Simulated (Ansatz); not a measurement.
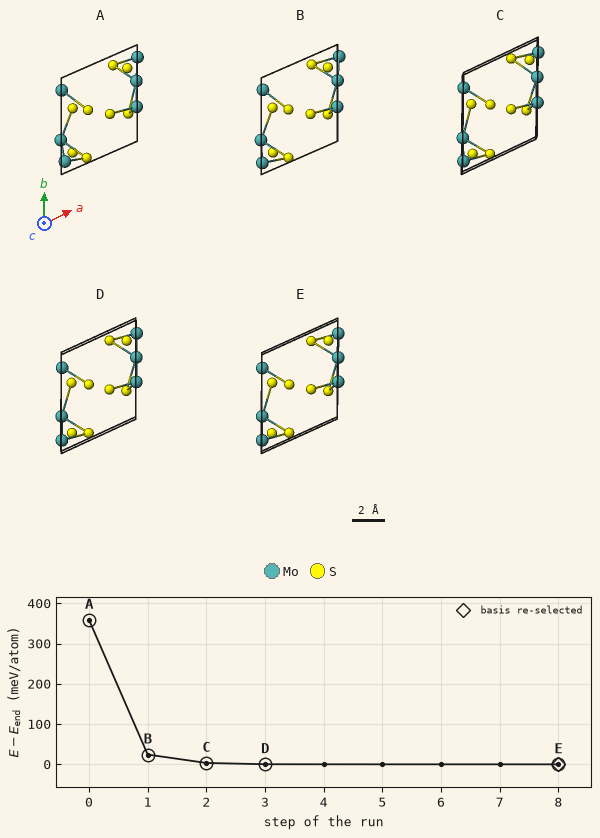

Frames of a relaxation of a crystal of MoS2 (built on the SiS2-72 type type), marked on the history of the run. The picture is a ball-and-stick view of the cell of the calculation, reduced to other axes, seen along the c axis. Lengths and directions refer to the drawn axes.

Case: shaken.

The calculation used DFT, PBEsol, plane waves, PAW in Ansatz. Settings: plane-wave cutoff 420 eV; k-point mesh 4 × 4 × 4; occupations fermi dirac; smearing width 0.05 eV; no spin polarisation; cell and atoms relaxed; force threshold 0.01 eV/Å; at most 120 steps.

Question: Describe the path.

Answer: A Mo atom moves most relative to the cell: 0.25 Å roughly along [−2 −1 1]. By element the largest moves are Mo 0.25 Å, S 0.20 Å. The drawn cell changes as follows: a 5.503 → 5.561 Å (+1.0 %), b 6.221 → 6.368 Å (+2.4 %), c 10.139 → 10.265 Å (+1.2 %), α 83.9° → 82.4°, β 74.6° → 73.8°, γ 65.6° → 64.4°; the volume changes by +3.3 %. Among the contacts that change: Mo–S 1.900 → 2.262 Å, Mo–S 1.948 → 2.263 Å, Mo–S 2.554 → 2.262 Å, Mo–S 2.073 → 2.262 Å. Bond angles that change, for instance: Mo–Mo–S 112.9° → 128.6°, Mo–Mo–S 117.8° → 129.0°, Mo–Mo–Mo 170.3° → 179.8°. The space group (tolerance 0.01 Å) goes from P1 (No. 1) to C2/c (No. 15). After 7 accepted moves (8 points after the start) the energy has fallen by 359 meV per atom. Largest force component: 8.7 eV/Å at the start, 0.0011 eV/Å at the end. The pressure goes from 9.62 to 0.00 GPa. The SCF was repeated once at an unchanged geometry on a basis and grid sized afresh for the cell, which shifted the energy by 0.1 meV per atom at most. Cost: 2.1 min on 1 × NVIDIA H100 80GB HBM3 with 2 threads of AMD EPYC 7R13 Processor (Zen 3), on a shared host, peak memory 1.3 GiB. From step 0 to 1: a Mo atom moves most (0.19 Å), volume +1.9 %, energy −335 meV per atom. From step 1 to 2: an S atom moves most (0.20 Å), volume −0.5 %, energy −20.8 meV per atom. From step 2 to 3: an S atom moves most (0.13 Å), volume +0.6 %, energy −3.2 meV per atom. From step 3 to 8: S atoms move most (0.04 Å), volume +1.4 %, energy −0.3 meV per atom.

```csv
step,"E − E(0), meV/atom","largest force component, eV/Å","pressure, GPa","volume, Å³/atom",note
0,0.00,8.7411,9.62,25.392,
1,-334.70,1.3964,-0.59,25.869,
2,-355.53,0.2515,0.65,25.740,
3,-358.73,0.0135,0.08,25.884,
4,-358.86,0.0188,-0.01,25.969,
5,-358.95,0.0163,-0.01,26.118,
6,-358.95,0.0253,-0.02,26.253,
7,-358.96,0.0011,0.00,26.237,
8,-359.01,0.0011,0.00,26.237,"same geometry, new basis"
```
